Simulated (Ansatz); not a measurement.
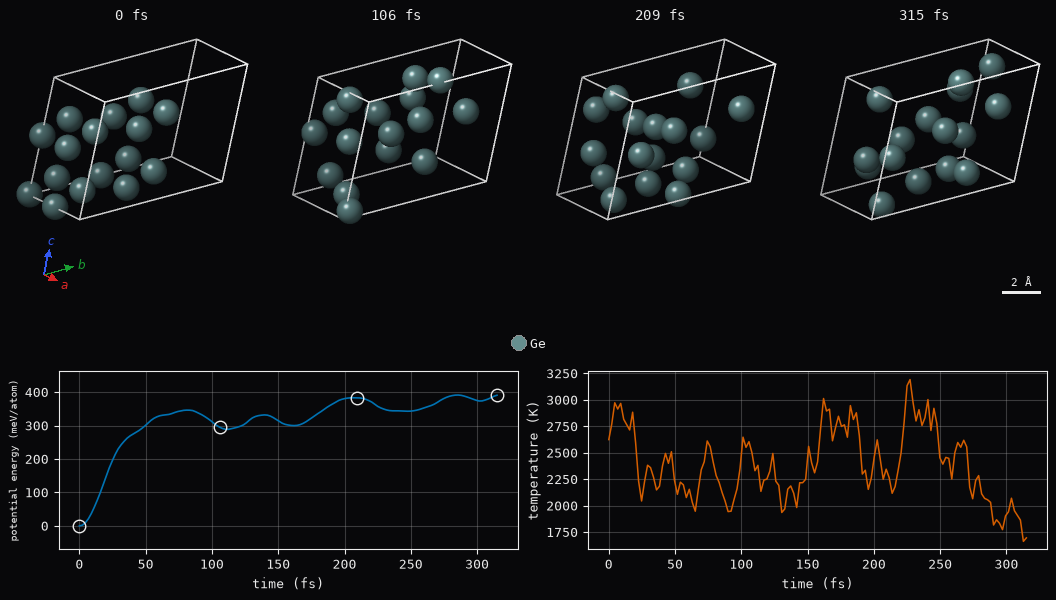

First-principles dynamics of a 16-atom cell of Ge, 315 fs long. The cell was cut from the diamond crystal. Frames and the history of the run. A spheres-only model of the reduced simulation cell, seen slightly off an axis. Atoms that leave the cell re-enter on the other side. Lengths and directions refer to the drawn axes.

Theory: DFT PBEsol, scalar-relativistic, plane waves, PAW in Ansatz 0.2.0. Set-up: plane-wave cutoff 420 eV; k-point mesh 2 × 2 × 2; Fermi-Dirac smearing 0.24 eV; low-accuracy preset; volume 1.05 times that of the relaxed crystal; Langevin thermostat (NVT); set temperature 2800 K; time step 2.25 fs; friction 0.01 per fs.

Input file:
```yaml
accuracy: low
crystal:
  lattice:
    - [0.0, 5.752803, 5.752803]
    - [5.752803, 0.0, 5.752803]
    - [5.752803, 5.752803, 0.0]
  atoms:
    - { symbol: Ge, position: [0.0, 0.0, 0.0] }
    - { symbol: Ge, position: [0.125, 0.125, 0.125] }
    - { symbol: Ge, position: [0.0, 0.0, 0.5] }
    - { symbol: Ge, position: [0.125, 0.125, 0.625] }
    - { symbol: Ge, position: [0.0, 0.5, 0.0] }
    - { symbol: Ge, position: [0.125, 0.625, 0.125] }
    - { symbol: Ge, position: [0.0, 0.5, 0.5] }
    - { symbol: Ge, position: [0.125, 0.625, 0.625] }
    - { symbol: Ge, position: [0.5, 0.0, 0.0] }
    - { symbol: Ge, position: [0.625, 0.125, 0.125] }
    - { symbol: Ge, position: [0.5, 0.0, 0.5] }
    - { symbol: Ge, position: [0.625, 0.125, 0.625] }
    - { symbol: Ge, position: [0.5, 0.5, 0.0] }
    - { symbol: Ge, position: [0.625, 0.625, 0.125] }
    - { symbol: Ge, position: [0.5, 0.5, 0.5] }
    - { symbol: Ge, position: [0.625, 0.625, 0.625] }
basis:
  ecutwfc: 420.0
kpoints:
  mp_grid: { grid: [2, 2, 2] }
hamiltonian:
  xc: pbesol
scf:
  occupations: { method: fermi_dirac, width: 0.24 }
  lower_state_search: "off"
md:
  timestep: 2.25
  n_steps: 140
  ensemble: nvt_langevin
  temperature: 2800.0
  initial_velocities: maxwell_boltzmann
  seed: 827046
  friction: 0.01
```

Launched with:
```bash
ansatz run input.yaml --threads 2 --pin off --max-ram 5120MiB --backend cpu --events-out ev --progress --plain --runs-dir out
```

> What happens in this trajectory?

Over the second half the temperature averages 2439 K (spread ±383 K). The potential energy in the second half lies on average 359 meV per atom above the first frame. In the second half of the run the atoms are, in the root-mean-square, this far from where they began (common drift taken out): Ge 1.11 Å. That is a large part of the typical shortest distance between atoms in the first frame, about 2.5 Å and still growing: the atoms leave their places as in a liquid, so the crystal loses its order.

Limits of the set-up: the k-point mesh is coarse for a cell with partly filled bands; the program's low-accuracy preset was used.

Cost: 18 min on 2 threads of Intel(R) Xeon(R) 6975P-C (Granite Rapids) (shared host), peak memory 1.3 GiB.
